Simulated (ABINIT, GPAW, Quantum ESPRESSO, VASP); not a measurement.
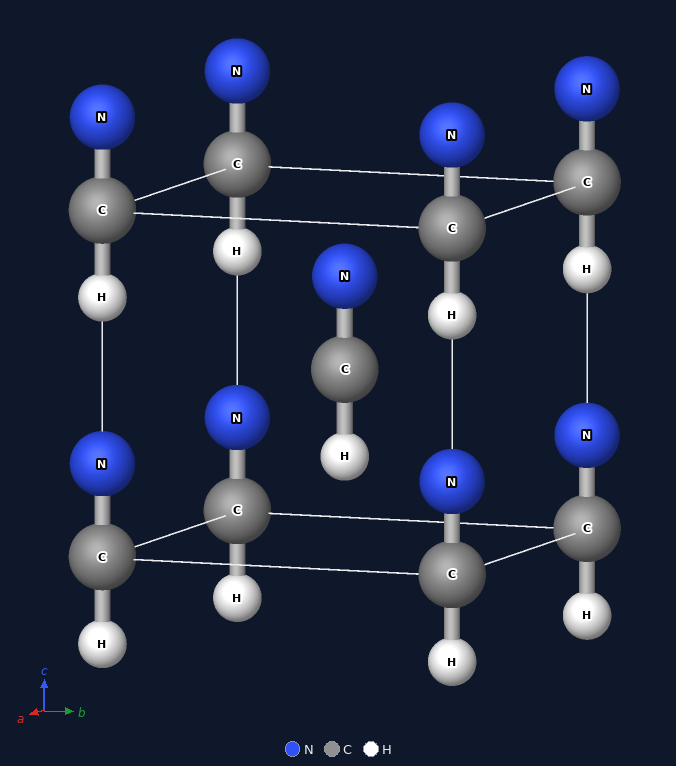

HCN, space group I4mm (No. 107), a = 4.632 Å, b = 4.632 Å, c = 4.320 Å, α = 90.00°, β = 90.00°, γ = 90.00°. Ball-and-stick drawing of the structure, looking slightly off an axis. Atoms at the boundary of the conventional unit cell (the box) are drawn once for each face, edge or corner they touch. Finite groups of bonded atoms are drawn whole. The cell is a structure listed in the Materials Project. It needn't be the stable form of this composition.

One fixed geometry in four programs or potential sets. Alike in all runs: functional PBE; k mesh 8 × 8 × 8 on the run's cell of 3 atoms; occupations fermi-dirac, width 0.05 eV; no spin polarisation; no spin-orbit coupling.

| program | gap (eV) | pressure (GPa) |
| --- | --- | --- |
| GPAW (PAW data 1.2.1) | 6.77 | -0.2 |
| ABINIT (JTH PAW PBE v2.0) | ? | ? |
| Quantum ESPRESSO (SSSP 1.3 efficiency) | 6.78 | 0.1 |
| VASP (PBE potentials, release 64 N, C, H) | 6.79 | 0.4 |

Estimate the row of ABINIT (JTH PAW PBE v2.0).

A gap of 6.77 eV and a pressure of 0.4 GPa. The other rows span 6.77 to 6.79 eV and -0.2 to 0.4 GPa.

Gaps are the least found on the k-mesh, which can miss the band edges. Plane-wave pressures hold the error of each finite cutoff.

Notes on single rows: ABINIT (JTH PAW PBE v2.0): the atomic spheres overlap; VASP (PBE potentials, release 64 N, C, H): the standard files for N, O and F lose accuracy on very short bonds.

Caveat: GGAs such as PBE, without a dispersion term, bind van der Waals layers too weakly, while LDA tends to overbind them; semilocal functionals give gaps below the measured ones.
